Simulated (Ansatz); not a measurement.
# Nudged elastic band, with input and output: K16H (part 3 of 3)

The same run, continued: K16H (defect cell, 17 atoms in the cell); DFT PBEsol, scalar-relativistic, plane waves, PAW, no spin polarisation (Ansatz 0.2.0); cutoff 420 eV, 2×2×2 k-mesh, Fermi–Dirac smearing of 0.1 eV. It belongs to a series of runs on one base structure; here: band between the two ends.

Geometry of the input (Å; fractional positions):
```
10.4600  0.0000  0.0000
0.0000  10.4600  0.0000
0.0000  0.0000  10.4600
K  -0.0032  -0.0352  0.0000
K  0.5212  0.0151  0.0000
K  -0.0031  0.5355  0.0000
K  0.0117  -0.0158  0.5001
K  0.2385  0.2501  0.2340
K  0.5211  0.4857  0.0000
K  0.4814  0.0095  0.5001
K  0.7697  0.2502  0.2582
K  0.0117  0.5163  0.5001
K  0.2539  0.7500  0.2144
K  0.2385  0.2501  0.7661
K  0.4814  0.4909  0.5001
K  0.7292  0.7503  0.2644
K  0.7697  0.2502  0.7419
K  0.2538  0.7500  0.7856
K  0.7292  0.7503  0.7357
H  0.1245  0.7500  0.0002
```

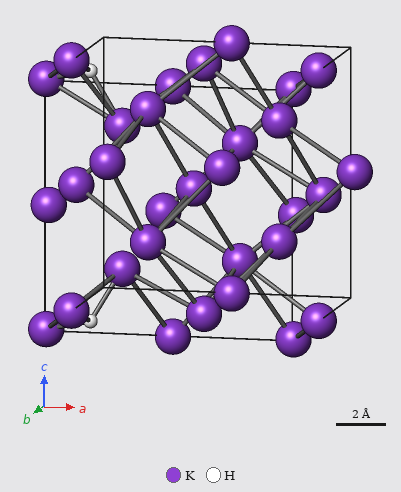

Fig. 1: The structure as given in the input (ball-and-stick view of the cell of the calculation, seen at an oblique angle). An atom can appear more than once, as a periodic image.

**Output, continued**
```
  k-point 7: bands = ["-30.2061", "-30.2054", "-30.2009", "-30.1582", "-30.1581", "-30.1521", "-30.1519", "-30.1511", "-30.1441", "-30.1428", "-30.1428", "-30.1425", "-30.1420", "-29.9918", "-29.9889", "-29.9875", "-13.7745", "-13.7602", "-13.7561", "-13.7521", "-13.7496", "-13.7494", "-13.7487", "-13.7443", "-13.7426", "-13.7293", "-13.7278", "-13.7277", "-13.7259", "-13.7215", "-13.7169", "-13.7166", "-13.7116", "-13.7097", "-13.7088", "-13.7037", "-13.6972", "-13.6958", "-13.6950", "-13.6941", "-13.6938", "-13.6931", "-13.6887", "-13.6867", "-13.6861", "-13.6801", "-13.6801", "-13.6779", "-13.6768", "-13.6766", "-13.6765", "-13.6733", "-13.6733", "-13.6716", "-13.6706", "-13.5789", "-13.5673", "-13.5640", "-13.5623", "-13.5609", "-13.5468", "-13.5175", "-13.4921", "-13.4719", "-1.0857", "0.7678", "0.7718", "0.7745", "0.7817", "0.7879", "0.8092", "0.8455", "1.5418", "3.0371", "3.0525", "3.0616", "3.0701", "3.0861", "3.0868", "3.0876", "3.1042", "3.1174", "3.1193", "3.1257", "3.1376", "3.1536", "3.1557", "3.1866", "3.5055", "3.6098"]
this run last wrote the band of iteration 11 to [file]; this run last wrote the band within `neb.f_tol` of iteration 8 to [file]
--- NEB band (9 images, 11 band iterations, 682 SCF iterations) ---
  forward barrier  = 0.063765 eV
  backward barrier = 0.063725 eV
  lagrangian_above_aufbau_ev (what the smearing adds, to first order; not taken off the barriers): saddle image -0.331564 eV, end points -0.341177 and -0.341562 eV
  climbing image's point = a first-order saddle point (lowest curvatures found: -0.12 and 0.05 eV/Å²)
  energies are F+E_penalty+E_count in eV, relative to image 0
  image     s (Å)  Δ vs image 0  max|band force component| (eV/Å)
      0    0.0000      0.000000                                 —
      1    0.4701      0.005640                          3.876e-3
      2    0.9403      0.024370                          5.010e-3
      3    1.4108      0.050235                          7.790e-3
  *   4    1.8814      0.063765                          8.185e-3
      5    2.3496      0.050386                          7.979e-3
      6    2.8176      0.024633                          5.042e-3
      7    3.2853      0.005856                          3.978e-3
      8    3.7529      0.000040                                 —
  saddle-point geometry (image 4):
  cell:  # Å, volume = 1144.4453 Å³
    - [10.46, 0.0, 0.0]
    - [0.0, 10.46, 0.0]
    - [0.0, 0.0, 10.46]
  atoms:
    - { symbol: K, position: [0.03149695676318335, -0.03135653129049764, 0.00026456951456247047] }
    - { symbol: K, position: [0.45020813803232096, -0.025783018875022705, 0.00032943201274764804] }
    - { symbol: K, position: [0.02591773200555811, 0.5499191242668867, 0.00032600000090643954] }
    - { symbol: K, position: [0.0013282362606131435, -0.0012020596248538088, 0.5002560846723911] }
    - { symbol: K, position: [0.23862974866619358, 0.26293667801547976, 0.24744595083973475] }
    - { symbol: K, position: [0.4993254870238644, 0.5008082337975512, 0.00012139490357775964] }
    - { symbol: K, position: [0.4933078671950371, 0.016970837337264316, 0.5001712825925452] }
    - { symbol: K, position: [0.7593061370580807, 0.24082141771147392, 0.22900114299827168] }
    - { symbol: K, position: [-0.01685651979890535, 0.5068336599201742, 0.5001712205061305] }
    - { symbol: K, position: [0.25445261760306087, 0.7456829573864824, 0.25231306747254073] }
    - { symbol: K, position: [0.23870585564685368, 0.2629382932461856, 0.7527239761236204] }
    - { symbol: K, position: [0.5106923349394843, 0.48946125643745236, 0.500051298925057] }
    - { symbol: K, position: [0.7372011548571442, 0.7615150850991944, 0.24742305756081637] }
    - { symbol: K, position: [0.7592719821804994, 0.2408549181522433, 0.7712422342311588] }
    - { symbol: K, position: [0.25473338329927764, 0.7453991187624381, 0.7472639840741921] }
    - { symbol: K, position: [0.7371981705682549, 0.7614397607097089, 0.7527473317237763] }
    - { symbol: H, position: [0.2140137076994792, 0.7860832239478391, -0.00024678815202840924] }
```

**The last band as extended XYZ (Å, eV, eV/Å)**
```
17
Lattice="10.4600 0.0000 0.0000 0.0000 10.4600 0.0000 0.0000 0.0000 10.4600" Properties=species:S:1:pos:R:3:forces:R:3 image=0 energy=-24272.16773
K    -0.0339   -0.3682    0.0000   -0.0024   0.0133   0.0003
K     5.4515    0.1576    0.0004   -0.0021  -0.0003   0.0000
K    -0.0323    5.6012    0.0001   -0.0054  -0.0160   0.0003
K     0.1225   -0.1655    5.2307    0.0026   0.0021   0.0000
K     2.4945    2.6159    2.4473   -0.0018   0.0004   0.0025
K     5.4503    5.0801    0.0005   -0.0010  -0.0014   0.0000
K     5.0352    0.0998    5.2307    0.0033   0.0075  -0.0001
K     8.0513    2.6173    2.7006   -0.0039   0.0003   0.0109
K     0.1226    5.4007    5.2307    0.0022  -0.0027   0.0000
K     2.6559    7.8449    2.2431    0.0006   0.0013   0.0142
K     2.4947    2.6159    8.0139   -0.0018   0.0004  -0.0025
K     5.0353    5.1350    5.2307    0.0035  -0.0079  -0.0001
K     7.6274    7.8485    2.7654    0.0014  -0.0004   0.0010
K     8.0511    2.6173    7.7605   -0.0039   0.0003  -0.0109
K     2.6552    7.8449    8.2176    0.0000   0.0012  -0.0122
K     7.6270    7.8485    7.6955    0.0015  -0.0004  -0.0010
H     1.3019    7.8447    0.0024    0.0070   0.0025  -0.0023
17
Lattice="10.4600 0.0000 0.0000 0.0000 10.4600 0.0000 0.0000 0.0000 10.4600" Properties=species:S:1:pos:R:3:forces:R:3 image=1 energy=-24272.16209
K     0.1187   -0.3437    0.0000   -0.0052  -0.0017  -0.0001
K     5.2748    0.1510    0.0012    0.0115   0.0044  -0.0001
K     0.0364    5.6119    0.0006   -0.0033  -0.0009  -0.0002
K     0.0855   -0.1356    5.2315    0.0031  -0.0017  -0.0001
K     2.4861    2.6699    2.5333    0.0006  -0.0019  -0.0030
K     5.3909    5.0992    0.0018    0.0042  -0.0023  -0.0001
K     5.0856    0.1284    5.2303   -0.0016   0.0000   0.0000
K     8.0350    2.5770    2.6122    0.0013   0.0025   0.0072
K    -0.0134    5.3832    5.2310    0.0079   0.0021   0.0000
K     2.6606    7.8091    2.3529   -0.0016   0.0021  -0.0095
K     2.4873    2.6703    7.9280    0.0005  -0.0019   0.0031
K     5.1780    5.1241    5.2298   -0.0061   0.0003   0.0000
K     7.6445    7.9118    2.6774   -0.0009  -0.0027   0.0044
K     8.0338    2.5775    7.8491    0.0013   0.0025  -0.0071
K     2.6621    7.8086    8.1083   -0.0021   0.0022   0.0100
K     7.6434    7.9112    7.7840   -0.0008  -0.0027  -0.0044
H     1.4574    7.8421    0.0005   -0.0088  -0.0002  -0.0003
17
Lattice="10.4600 0.0000 0.0000 0.0000 10.4600 0.0000 0.0000 0.0000 10.4600" Properties=species:S:1:pos:R:3:forces:R:3 image=2 energy=-24272.14336
K     0.2316   -0.3469   -0.0009   -0.0036  -0.0057   0.0004
K     5.0946    0.0669    0.0018    0.0241   0.0165  -0.0003
K     0.1363    5.6801   -0.0001   -0.0068  -0.0032   0.0004
K     0.0430   -0.0922    5.2316    0.0025  -0.0024   0.0001
K     2.4768    2.7067    2.5695    0.0016  -0.0029  -0.0017
K     5.3182    5.1479    0.0029    0.0054  -0.0037  -0.0004
K     5.1204    0.1611    5.2301   -0.0002  -0.0014   0.0002
K     8.0116    2.5490    2.4979    0.0035   0.0053   0.0087
K    -0.1128    5.3521    5.2308    0.0092   0.0029   0.0001
K     2.6746    7.7937    2.4723   -0.0035   0.0044  -0.0151
K     2.4786    2.7073    7.8920    0.0016  -0.0029   0.0016
K     5.2669    5.1063    5.2293   -0.0065   0.0013   0.0002
K     7.6578    7.9468    2.6289   -0.0009  -0.0035   0.0039
K     8.0099    2.5499    7.9635    0.0035   0.0053  -0.0087
K     2.6756    7.7927    7.9891   -0.0032   0.0045   0.0157
K     7.6565    7.9459    7.8334   -0.0011  -0.0035  -0.0042
H     1.6837    7.8857    0.0012   -0.0255  -0.0110  -0.0010
17
Lattice="10.4600 0.0000 0.0000 0.0000 10.4600 0.0000 0.0000 0.0000 10.4600" Properties=species:S:1:pos:R:3:forces:R:3 image=3 energy=-24272.11750
K     0.2985   -0.3310   -0.0002   -0.0041  -0.0065  -0.0001
K     4.8922   -0.0997    0.0019    0.0279   0.0220  -0.0005
K     0.2417    5.7540    0.0001   -0.0032  -0.0006   0.0003
K     0.0246   -0.0517    5.2319   -0.0012   0.0002   0.0000
K     2.4824    2.7345    2.5848    0.0020  -0.0033  -0.0003
K     5.2644    5.1947    0.0026   -0.0003   0.0013  -0.0003
K     5.1388    0.1698    5.2305    0.0027   0.0006   0.0001
K     7.9689    2.5252    2.4331    0.0038   0.0058   0.0037
K    -0.1604    5.3237    5.2310    0.0060   0.0007   0.0000
K     2.6780    7.7966    2.5813   -0.0048   0.0014  -0.0115
K     2.4840    2.7350    7.8770    0.0020  -0.0033   0.0003
K     5.3139    5.1117    5.2294   -0.0040  -0.0002   0.0001
K     7.6844    7.9614    2.6013   -0.0001  -0.0027   0.0025
K     7.9676    2.5260    8.0290    0.0038   0.0058  -0.0038
K     2.6796    7.7946    7.8787   -0.0052   0.0023   0.0144
K     7.6834    7.9604    7.8610   -0.0003  -0.0025  -0.0027
H     1.9375    8.0050    0.0018   -0.0250  -0.0210  -0.0023
17
Lattice="10.4600 0.0000 0.0000 0.0000 10.4600 0.0000 0.0000 0.0000 10.4600" Properties=species:S:1:pos:R:3:forces:R:3 image=4 energy=-24272.10397
K     0.3295   -0.3280    0.0028   -0.0082   0.0082  -0.0021
K     4.7092   -0.2697    0.0034    0.0061   0.0024  -0.0022
K     0.2711    5.7522    0.0034   -0.0023  -0.0060  -0.0022
K     0.0139   -0.0126    5.2327   -0.0012   0.0012  -0.0008
K     2.4961    2.7503    2.5883    0.0015  -0.0015   0.0003
K     5.2229    5.2385    0.0013   -0.0024   0.0024   0.0000
K     5.1600    0.1775    5.2318    0.0009  -0.0026  -0.0006
K     7.9423    2.5190    2.3954   -0.0013   0.0013   0.0005
K    -0.1763    5.3015    5.2318    0.0026  -0.0009  -0.0006
K     2.6616    7.7998    2.6392    0.0012  -0.0013   0.0071
K     2.4969    2.7503    7.8735    0.0013  -0.0016   0.0007
K     5.3418    5.1198    5.2305   -0.0028   0.0028  -0.0006
K     7.7111    7.9654    2.5880    0.0015  -0.0016   0.0004
K     7.9420    2.5193    8.0672   -0.0013   0.0013   0.0000
K     2.6645    7.7969    7.8164   -0.0005   0.0005  -0.0022
K     7.7111    7.9647    7.8737    0.0016  -0.0013   0.0006
H     2.2386    8.2224   -0.0026    0.0034  -0.0034   0.0016
17
Lattice="10.4600 0.0000 0.0000 0.0000 10.4600 0.0000 0.0000 0.0000 10.4600" Properties=species:S:1:pos:R:3:forces:R:3 image=5 energy=-24272.11735
K     0.3321   -0.2969    0.0001    0.0067   0.0039  -0.0001
K     4.7074   -0.2401    0.0004    0.0000   0.0028   0.0003
K     0.1021    5.5703    0.0020   -0.0218  -0.0277  -0.0005
K     0.0529   -0.0235    5.2321   -0.0002   0.0013   0.0000
K     2.4999    2.7770    2.6019    0.0026   0.0001   0.0025
K     5.2667    5.1968    0.0028   -0.0014   0.0004  -0.0003
K     5.1379    0.1618    5.2311   -0.0007  -0.0060   0.0000
K     7.9364    2.4927    2.4332   -0.0058  -0.0038   0.0037
K    -0.1687    5.3230    5.2307   -0.0005  -0.0027   0.0001
K     2.6650    7.7833    2.5818   -0.0015   0.0049  -0.0115
K     2.5010    2.7780    7.8608    0.0025   0.0003  -0.0026
K     5.3501    5.1476    5.2296    0.0002   0.0039   0.0001
K     7.7267    7.9792    2.5846    0.0033  -0.0020  -0.0003
K     7.9356    2.4940    8.0293   -0.0058  -0.0038  -0.0038
K     2.6670    7.7817    7.8784   -0.0024   0.0053   0.0146
K     7.7262    7.9776    7.8776    0.0033  -0.0020   0.0003
H     2.4547    8.5221    0.0020    0.0214   0.0251  -0.0024
17
Lattice="10.4600 0.0000 0.0000 0.0000 10.4600 0.0000 0.0000 0.0000 10.4600" Properties=species:S:1:pos:R:3:forces:R:3 image=6 energy=-24272.14310
K     0.3485   -0.2309   -0.0005    0.0058   0.0036   0.0004
K     4.7805   -0.1353    0.0003    0.0027   0.0064   0.0004
K    -0.0643    5.3689    0.0021   -0.0165  -0.0241  -0.0002
K     0.0931   -0.0415    5.2320    0.0024  -0.0025   0.0001
K     2.5140    2.8039    2.6295    0.0035   0.0008   0.0038
K     5.3129    5.1437    0.0033    0.0037  -0.0054  -0.0004
K     5.1098    0.1152    5.2311   -0.0028  -0.0093   0.0001
K     7.9128    2.4500    2.4971   -0.0053  -0.0034   0.0087
K    -0.1608    5.3413    5.2306    0.0015   0.0002   0.0002
K     2.6681    7.7865    2.4740   -0.0044   0.0036  -0.0151
K     2.5150    2.8052    7.8336    0.0035   0.0011  -0.0041
K     5.3560    5.1940    5.2297   -0.0014   0.0064   0.0002
K     7.7543    7.9852    2.5695    0.0029  -0.0016  -0.0016
K     7.9120    2.4516    7.9652   -0.0053  -0.0034  -0.0088
K     2.6692    7.7857    7.9884   -0.0046   0.0032   0.0156
K     7.7536    7.9835    7.8929    0.0029  -0.0017   0.0015
H     2.5746    8.7747    0.0016    0.0116   0.0260  -0.0009
17
Lattice="10.4600 0.0000 0.0000 0.0000 10.4600 0.0000 0.0000 0.0000 10.4600" Properties=species:S:1:pos:R:3:forces:R:3 image=7 energy=-24272.16188
K     0.3453   -0.1192    0.0005    0.0021   0.0050   0.0000
K     4.8485   -0.0355    0.0011    0.0011   0.0034  -0.0001
K    -0.1496    5.1898    0.0017   -0.0044  -0.0117   0.0000
K     0.1367   -0.0835    5.2320    0.0018  -0.0031   0.0000
K     2.5483    2.8175    2.6770    0.0027   0.0008   0.0044
K     5.3619    5.0712    0.0024    0.0024  -0.0043  -0.0001
K     5.0783    0.0175    5.2315   -0.0021  -0.0080   0.0000
K     7.8853    2.4262    2.6104   -0.0026  -0.0012   0.0074
K    -0.1284    5.3757    5.2309    0.0002   0.0016   0.0000
K     2.6534    7.8004    2.3551   -0.0023   0.0018  -0.0098
K     2.5489    2.8186    7.7856    0.0027   0.0008  -0.0044
K     5.3384    5.2813    5.2304   -0.0004   0.0062   0.0001
K     7.7905    7.9762    2.5345    0.0019  -0.0006  -0.0030
K     7.8848    2.4273    7.8521   -0.0025  -0.0013  -0.0074
K     2.6539    7.7991    8.1073   -0.0024   0.0021   0.0101
K     7.7901    7.9750    7.9280    0.0019  -0.0006   0.0030
H     2.6195    9.0013    0.0011    0.0000   0.0089  -0.0002
17
Lattice="10.4600 0.0000 0.0000 0.0000 10.4600 0.0000 0.0000 0.0000 10.4600" Properties=species:S:1:pos:R:3:forces:R:3 image=8 energy=-24272.16770
K     0.3698    0.0292    0.0004   -0.0197   0.0071   0.0006
K     4.8595    0.0288    0.0004    0.0179   0.0065   0.0005
K    -0.1494    5.0144    0.0007   -0.0014   0.0010   0.0000
K     0.1627   -0.1188    5.2320   -0.0011  -0.0025  -0.0002
K     2.6142    2.8290    2.7629    0.0000  -0.0009   0.0017
K     5.3778    5.0141    0.0007    0.0015   0.0009   0.0000
K     5.0657   -0.1186    5.2320    0.0012  -0.0025  -0.0002
K     7.8442    2.4164    2.7038    0.0000   0.0028   0.0084
K    -0.0921    5.4244    5.2313   -0.0075  -0.0026  -0.0002
K     2.6147    7.8123    2.2449   -0.0003  -0.0069   0.0217
K     2.6142    2.8304    7.6981    0.0001  -0.0011  -0.0014
K     5.3206    5.4243    5.2313    0.0076  -0.0026  -0.0001
K     7.8442    7.9630    2.4529    0.0000   0.0023   0.0012
K     7.8442    2.4168    7.7585    0.0000   0.0028  -0.0085
K     2.6147    7.8137    8.2164   -0.0002  -0.0039  -0.0143
K     7.8442    7.9624    8.0095    0.0000   0.0024  -0.0012
H     2.6130    9.1543    0.0076    0.0019  -0.0026  -0.0082
```

**Summary**

- outcome: converged
- barrier, forward: 0.064 eV
- barrier, backward: 0.064 eV
- electrons treated: 145
- hardware: 4 threads of Intel Xeon (Granite Rapids), 16 GiB of memory available, shared host
- wall time: 9.1 min (CPU time 32 min)
- peak memory: 6.4 GiB
